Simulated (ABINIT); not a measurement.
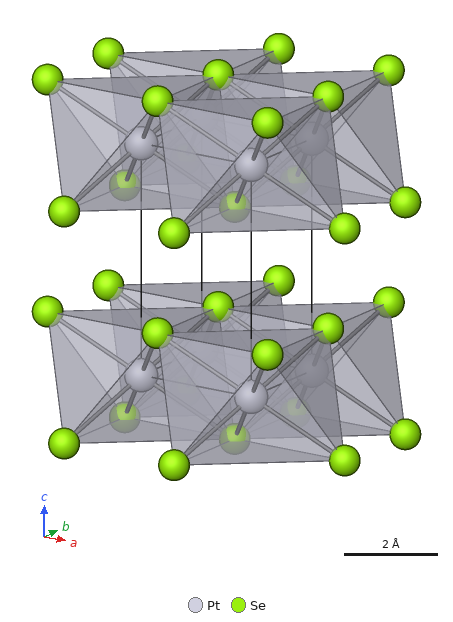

*The structure as given in the input (polyhedral view of the cell of the calculation, seen slightly off an axis; polyhedra are completed across the faces of the cell). An atom can appear more than once, as a periodic image.*

# Single-point calculation, with input and output: PtSe2

- system: PtSe2 (P-3m1, 3 atoms in the cell)
- method: Kohn-Sham DFT of a periodic cell, PBE, JTH PAW PBE v2.0, no spin polarisation (ABINIT 10.8.3)

The structure derives from an entry of the Crystallography Open Database. The geometry was changed: uniaxial strain of 0 %.

Log
```
.Version 10.8.3 of ABINIT
 Symmetries : space group P-3 m 1 (#164); Bravais hP (primitive hexag.)
================================================================================
 Values of the parameters that define the memory need of the present run
     intxc =       0    ionmov =       0      iscf =      17    lmnmax =      18
     lnmax =       6     mgfft =      36  mpssoang =       3    mqgrid =    3001
     natom =       3  nloc_mem =       2    nspden =       1   nspinor =       1
    nsppol =       1      nsym =      12    n1xccc =       1    ntypat =       2
    occopt =       3   xclevel =       2
       mpw =        1267          nfft =       26244          nkpt =          40
 PAW method is used; the additional fine FFT grid is defined by:
   mgfftf=        50    nfftf =     64800
================================================================================
================================================================================

--------------------------------------------------------------------------------
------------- Echo of variables that govern the present computation ------------
--------------------------------------------------------------------------------
 -outvars: echo values of preprocessed input variables --------
            acell      1.8897261259E+00  1.8897261259E+00  1.8897261259E+00 Bohr
              amu      1.95080000E+02  7.89600000E+01
             ecut      1.60000000E+01 Hartree
           enunit           2
              ixc          11
         kptrlatt        8    0    0      0    8    0      0    0    5
          kptrlen      4.78289682E+01
            natom           3
            nband          15
            ngfft          27      27      36
          ngfftdg          36      36      50
             nkpt          40
            nstep         100
             nsym          12
           ntypat           2
           occopt           3
        pawecutdg      3.20000000E+01 Hartree
         pawxcdev           0
        prtebands           0
           prteig           0
           prtpot           1
         prtvclmb           1
           prtvha           1
            prtwf           0
            rprim      3.7240000000E+00  0.0000000000E+00  0.0000000000E+00
                      -1.8620000000E+00  3.2250786037E+00  0.0000000000E+00
                       0.0000000000E+00  0.0000000000E+00  5.0620000000E+00
          spgroup         164
           tolvrs      1.00000000E-09
           tsmear      1.83747000E-03 Hartree
            typat      1  2  2
           useylm           1
           xangst      0.0000000000E+00  0.0000000000E+00  0.0000000000E+00
                       1.8620000000E+00  1.0750262012E+00  3.7964999991E+00
                       9.4261207053E-18  2.1500524025E+00  1.2655000009E+00
            xcart      0.0000000000E+00  0.0000000000E+00  0.0000000000E+00
                       3.5186700464E+00  2.0315050985E+00  7.1743452354E+00
                       1.7812786563E-17  4.0630101970E+00  2.3914484140E+00
             xred      0.0000000000E+00  0.0000000000E+00  0.0000000000E+00
                       6.6666666667E-01  3.3333333333E-01  7.4999999983E-01
                       3.3333333333E-01  6.6666666667E-01  2.5000000017E-01
            znucl       78.00000   34.00000

================================================================================

 chkinp: Checking input parameters for consistency.

================================================================================
== DATASET  1 ==================================================================

--- !DatasetInfo
iteration_state: {dtset: 1, }
dimensions: {natom: 3, nkpt: 40, mband: 15, nsppol: 1, nspinor: 1, nspden: 1, mpw: 1267, }
cutoff_energies: {ecut:  16.0, pawecutdg:  32.0, }
electrons: {nelect:   2.20000000E+01, charge:   0.00000000E+00, occopt:   3.00000000E+00, tsmear:   1.83747000E-03, }
meta: {optdriver: 0, ionmov: 0, optcell: 0, iscf: 17, paral_kgb: 0, }
...

 Exchange-correlation functional for the present dataset will be:
  GGA: Perdew-Burke-Ernzerhof functional - ixc=11
  J.P.Perdew, K.Burke, M.Ernzerhof, PRL 77, 3865 (1996)

 Real(R)+Recip(G) space primitive vectors, cartesian coordinates (Bohr,Bohr^-1):
 R(1)=  7.0373401  0.0000000  0.0000000  G(1)=  0.1420991  0.0820410  0.0000000
 R(2)= -3.5186700  6.0945153  0.0000000  G(2)=  0.0000000  0.1640820  0.0000000
 R(3)=  0.0000000  0.0000000  9.5657936  G(3)=  0.0000000  0.0000000  0.1045392
 Unit cell volume ucvol=  4.1026902E+02 bohr^3
 Angles (23,13,12)=  9.00000000E+01  9.00000000E+01  1.20000000E+02 degrees

 Coarse grid specifications (used for wave-functions):

 getcut: wavevector=  0.0000  0.0000  0.0000  ngfft=  27  27  36
         ecut(hartree)=     16.000   => boxcut(ratio)=   2.05384

 Fine grid specifications (used for densities):

 getcut: wavevector=  0.0000  0.0000  0.0000  ngfft=  36  36  50
         ecut(hartree)=     32.000   => boxcut(ratio)=   2.00888

--- Pseudopotential description ------------------------------------------------
- pspini: atom type   1  psp file is ./Pt.GGA_PBE-JTH.xml
 Pseudopotential format is: paw10
 basis_size (lnmax)=  6 (lmn_size= 18), orbitals=   0   0   1   1   2   2
 Spheres core radius: rc_sph= 2.51621648
 Shapefunction is SIN type: shapef(r)=[sin(pi*r/rshp)/(pi*r/rshp)]**2
 Radius for shape functions =  2.25451594
 Compensation charge density is not taken into account in XC energy/potential

- pspini: atom type   2  psp file is ./Se.GGA_PBE-JTH.xml
 Pseudopotential format is: paw10
 basis_size (lnmax)=  4 (lmn_size=  8), orbitals=   0   0   1   1
 Spheres core radius: rc_sph= 2.21132333
 Shapefunction is BESSEL type: shapef(r,l)=aa(1,l)*jl(q(1,l)*r)+aa(2,l)*jl(q(2,l)*r)
 Radius for shape functions =  2.00656599
 Compensation charge density is not taken into account in XC energy/potential

   2.07420303E+03                                ecore*ucvol(ha*bohr**3)
--------------------------------------------------------------------------------

================================================================================

--- !BeginCycle
iteration_state: {dtset: 1, }
solver: {iscf: 17, nstep: 100, nline: 4, wfoptalg: 10, }
tolerances: {tolvrs: 1.00E-09, }
...

     iter   Etot(hartree)      deltaE(h)  residm     nres2
 ETOT  1  -46.147919810014    -4.615E+01 6.008E-02 1.030E+01
 ETOT  2  -46.315195694476    -1.673E-01 1.325E-02 1.233E+01
 ETOT  3  -46.201117331642     1.141E-01 6.389E-03 8.436E-01
 ETOT  4  -46.216114566175    -1.500E-02 2.604E-03 2.034E-01
 ETOT  5  -46.216402467366    -2.879E-04 9.247E-04 2.595E-02
 ETOT  6  -46.216446195082    -4.373E-05 4.148E-04 6.825E-03
 ETOT  7  -46.216397671283     4.852E-05 9.861E-05 1.673E-03
 ETOT  8  -46.216411606591    -1.394E-05 4.726E-05 2.006E-04
 ETOT  9  -46.216411391296     2.153E-07 2.243E-05 8.159E-05
 ETOT 10  -46.216411039988     3.513E-07 6.641E-06 6.531E-06
 ETOT 11  -46.216411138763    -9.877E-08 6.339E-06 6.971E-07
 ETOT 12  -46.216411146775    -8.011E-09 1.839E-06 4.117E-07
 ETOT 13  -46.216411145083     1.691E-09 1.812E-06 1.366E-07
 ETOT 14  -46.216411145183    -9.914E-11 5.165E-07 3.060E-08
 ETOT 15  -46.216411145157     2.520E-11 5.234E-07 1.329E-08
 ETOT 16  -46.216411145113     4.443E-11 1.468E-07 1.349E-09
 ETOT 17  -46.216411145138    -2.460E-11 1.530E-07 4.632E-10

 At SCF step   17       nres2   =  4.63E-10 < tolvrs=  1.00E-09 =>converged.

 Cartesian components of stress tensor (hartree/bohr^3)
  sigma(1 1)= -2.92291368E-04  sigma(3 2)=  0.00000000E+00
  sigma(2 2)= -2.92291368E-04  sigma(3 1)=  0.00000000E+00
  sigma(3 3)= -2.20208465E-04  sigma(2 1)=  0.00000000E+00

--- !ResultsGS
iteration_state: {dtset: 1, }
comment   : Summary of ground state results
lattice_vectors:
- [  7.0373401,   0.0000000,   0.0000000, ]
- [ -3.5186700,   6.0945153,   0.0000000, ]
- [  0.0000000,   0.0000000,   9.5657936, ]
lattice_lengths: [   7.03734,    7.03734,    9.56579, ]
lattice_angles: [ 90.000,  90.000, 120.000, ] # degrees, (23, 13, 12)
lattice_volume:   4.1026902E+02
convergence: {deltae: -2.460E-11, res2:  4.632E-10, residm:  1.530E-07, diffor: null, }
etotal    :  -4.62164111E+01
entropy   :   0.00000000E+00
fermie    :   1.41462335E-01
cartesian_stress_tensor: # hartree/bohr^3
- [ -2.92291368E-04,   0.00000000E+00,   0.00000000E+00, ]
- [  0.00000000E+00,  -2.92291368E-04,   0.00000000E+00, ]
- [  0.00000000E+00,   0.00000000E+00,  -2.20208465E-04, ]
pressure_GPa:   7.8926E+00
xred      :
- [  0.0000E+00,   0.0000E+00,   0.0000E+00, Pt]
- [  6.6667E-01,   3.3333E-01,   7.5000E-01, Se]
- [  3.3333E-01,   6.6667E-01,   2.5000E-01, Se]
cartesian_forces: # hartree/bohr
- [ -0.00000000E+00,  -0.00000000E+00,  -0.00000000E+00, ]
- [ -4.78278225E-30,   8.28402186E-30,  -1.34889764E-02, ]
- [  4.78278225E-30,  -8.28402186E-30,   1.34889764E-02, ]
force_length_stats: {min:   0.00000000E+00, max:   1.34889764E-02, mean:   8.99265090E-03, }
...

 Integrated electronic density in atomic spheres:
 ------------------------------------------------
 Atom  Sphere_radius  Integrated_density
    1        2.51622          8.73191968
    2        2.21132          3.91409910
    3        2.21132          3.91409910

================================================================================

 ----iterations are completed or convergence reached----

 Mean square residual over all n,k,spin=   83.937E-11; max=  15.302E-08
 reduced coordinates (array xred) for    3 atoms
       0.000000000000      0.000000000000      0.000000000000
       0.666666666667      0.333333333333      0.749999999829
       0.333333333333      0.666666666667      0.250000000171
 rms dE/dt=  6.0827E-02; max dE/dt=  1.2903E-01; dE/dt below (all hartree)
    1       0.000000000000      0.000000000000      0.000000000000
    2       0.000000000000     -0.000000000000      0.129032764369
    3      -0.000000000000      0.000000000000     -0.129032764369

 cartesian coordinates (angstrom) at end:
    1      0.00000000000000     0.00000000000000     0.00000000000000
    2      1.86200000000000     1.07502620123333     3.79649999913411
    3      0.00000000000000     2.15005240246667     1.26550000086589

 cartesian forces (hartree/bohr) at end:
    1     -0.00000000000000    -0.00000000000000    -0.00000000000000
    2     -0.00000000000000     0.00000000000000    -0.01348897635669
    3      0.00000000000000    -0.00000000000000     0.01348897635669
 frms,max,avg= 6.3587644E-03 1.3488976E-02   0.000E+00  0.000E+00  0.000E+00 h/b

 cartesian forces (eV/Angstrom) at end:
    1     -0.00000000000000    -0.00000000000000    -0.00000000000000
    2     -0.00000000000000     0.00000000000000    -0.69363105287080
    3      0.00000000000000    -0.00000000000000     0.69363105287080
 frms,max,avg= 3.2698081E-01 6.9363105E-01   0.000E+00  0.000E+00  0.000E+00 e/A
 length scales=  1.889726125908  1.889726125908  1.889726125908 bohr
              =  1.000000000000  1.000000000000  1.000000000000 angstroms
 Fermi (or HOMO) energy (hartree) =   0.14146   Average Vxc (hartree)=  -0.39090
 Eigenvalues (hartree) for nkpt=  40  k points:
 kpt#   1, nband= 15, wtk=  0.00313, kpt=  0.0000  0.0000  0.0000 (reduced coord)
  -0.43810   -0.33451   -0.12504   -0.09902   -0.09902   -0.00862   -0.00862    0.04459
   0.10082    0.10082    0.15519    0.19278    0.19278    0.27317    0.29431
      occupation numbers for kpt#   1
   2.00000    2.00000    2.00000    2.00000    2.00000    2.00000    2.00000    2.00000
   2.00000    2.00000    0.00114    0.00000    0.00000    0.00000    0.00000
 prteigrs : prtvol=0 or 1, do not print more k-points.

 Fermi (or HOMO) energy (eV) =   3.84939   Average Vxc (eV)= -10.63680
 Eigenvalues (   eV  ) for nkpt=  40  k points:
 kpt#   1, nband= 15, wtk=  0.00313, kpt=  0.0000  0.0000  0.0000 (reduced coord)
 -11.92118   -9.10244   -3.40255   -2.69452   -2.69452   -0.23451   -0.23451    1.21330
   2.74346    2.74346    4.22280    5.24592    5.24592    7.43327    8.00867
 prteigrs : prtvol=0 or 1, do not print more k-points.

--- !EnergyTerms
iteration_state     : {dtset: 1, }
comment             : Components of total free energy in Hartree
kinetic             :  1.47812857477972E+01
hartree             :  8.14891396946285E+00
xc                  : -1.55712457946330E+01
Ewald energy        : -4.30911327896093E+01
psp_core            :  5.05571455010832E+00
local_psp           : -2.50538120901152E+01
PAW spherical_terms :  9.51409072634704E+00
internal            : -4.62161856806421E+01
'-kT*entropy'       : -2.08249057687300E-04
total_energy        : -4.62163939296998E+01
total_energy_eV     : -1.25761214611747E+03
...

--- !EnergyTermsDC
iteration_state     : {dtset: 1, }
comment             : '"Double-counting" decomposition of free energy'
band_energy         : -1.76185762437352E+00
Ewald energy        : -4.30911327896093E+01
psp_core            :  5.05571455010832E+00
xc_dc               : -1.31316513810737E+01
PAW spherical_terms :  6.71272434886831E+00
internal            : -4.62162028960799E+01
'-kT*entropy'       : -2.08249057687300E-04
total_energy_dc     : -4.62164111451376E+01
total_energy_dc_eV  : -1.25761261457340E+03
...

--- !EnergyTermsWithPAWCore
iteration_state     : {dtset: 1, }
comment             : 'Components of total free energy, including PAW core contributions'
Total energy        : -2.32739614579278E+04
Total energy DC     : -2.32739614751432E+04
Total energy (eV)   : -6.33316754705748E+05
Total energy DC (eV): -6.33316755174204E+05
...

 Cartesian components of stress tensor (hartree/bohr^3)
  sigma(1 1)= -2.92291368E-04  sigma(3 2)=  0.00000000E+00
  sigma(2 2)= -2.92291368E-04  sigma(3 1)=  0.00000000E+00
  sigma(3 3)= -2.20208465E-04  sigma(2 1)=  0.00000000E+00

-Cartesian components of stress tensor (GPa)         [Pressure=  7.8926E+00 GPa]
- sigma(1 1)= -8.59950895E+00  sigma(3 2)=  0.00000000E+00
- sigma(2 2)= -8.59950895E+00  sigma(3 1)=  0.00000000E+00
- sigma(3 3)= -6.47875673E+00  sigma(2 1)=  0.00000000E+00

== END DATASET(S) ==============================================================
================================================================================

 -outvars: echo values of variables after computation  --------
            acell      1.8897261259E+00  1.8897261259E+00  1.8897261259E+00 Bohr
           etotal     -4.6216411145E+01
            fcart     -0.0000000000E+00 -0.0000000000E+00 -0.0000000000E+00
                      -4.7827822509E-30  8.2840218600E-30 -1.3488976357E-02
                       4.7827822509E-30 -8.2840218600E-30  1.3488976357E-02
            rprim      3.7240000000E+00  0.0000000000E+00  0.0000000000E+00
                      -1.8620000000E+00  3.2250786037E+00  0.0000000000E+00
                       0.0000000000E+00  0.0000000000E+00  5.0620000000E+00
           strten     -2.9229136808E-04 -2.9229136813E-04 -2.2020846536E-04
                       0.0000000000E+00  0.0000000000E+00  0.0000000000E+00
           xangst      0.0000000000E+00  0.0000000000E+00  0.0000000000E+00
                       1.8620000000E+00  1.0750262012E+00  3.7964999991E+00
                       9.4261207053E-18  2.1500524025E+00  1.2655000009E+00
             xred      0.0000000000E+00  0.0000000000E+00  0.0000000000E+00
                       6.6666666667E-01  3.3333333333E-01  7.4999999983E-01
                       3.3333333333E-01  6.6666666667E-01  2.5000000017E-01
 Calculation completed.
```

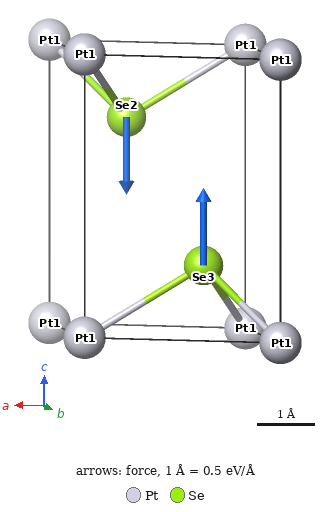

*Forces on the atoms as blue arrows (ball-and-stick view of the cell of the calculation, seen at an oblique angle; atoms are numbered from 1 in the order of the input).*

The largest act on Se2, Se3 (0.69 eV/Å). The geometry is not a stationary point of this energy.

This output came from the following input.

The input
```
# Pseudopotentials
pp_dirpath "./"
pseudos "Pt.GGA_PBE-JTH.xml, Se.GGA_PBE-JTH.xml"

# Structure
acell 3*1.0 Angstrom
rprim
     3.7240000000     0.0000000000     0.0000000000
    -1.8620000000     3.2250786037     0.0000000000
     0.0000000000     0.0000000000     5.0620000000
ntypat 2
znucl 78 34
natom 3
typat 1 2 2
xcart
     0.0000000000     0.0000000000     0.0000000000
     3.5186700444     2.0315050969     7.1743452321
    -0.0000000004     4.0630101945     2.3914484107

# Plane-wave basis
ecut 16.0
pawecutdg 32.0
pawxcdev 0

# k points
kptopt 1
ngkpt 8 8 5
nshiftk 1
shiftk 0.0 0.0 0.0

# Exchange and correlation
ixc 11

# Bands and occupations
nband 15
occopt 3
tsmear 0.00183747

# SCF cycle
nstep 100
tolvrs 1.0e-9

# Output
iomode 3
prtwf 0
prteig 0
prtebands 0
enunit 2
prtden 1
prtvha 1
prtvclmb 1
prtpot 1
```

Run as:
```bash
abinit run.abi > log 2>&1
```

Summary

```csv
quantity,value
outcome,converged
space group (tolerance 0.01 Å),P-3m1 (164)
electrons treated,22
free energy,−1257.6126 eV
Fermi energy,3.849 eV
gap on the k-point mesh,none (metallic)
pressure,7.89 GPa
largest force (length of the vector),0.694 eV/Å
hardware,"1 thread of Arm Neoverse V1, 24 GiB of memory available, shared host"
wall time,39 s
peak memory,0.13 GiB
```

Spin–orbit coupling is left out, which matters for Pt. The cell is under a pressure of 7.9 GPa at this level, so it is not at its equilibrium volume.
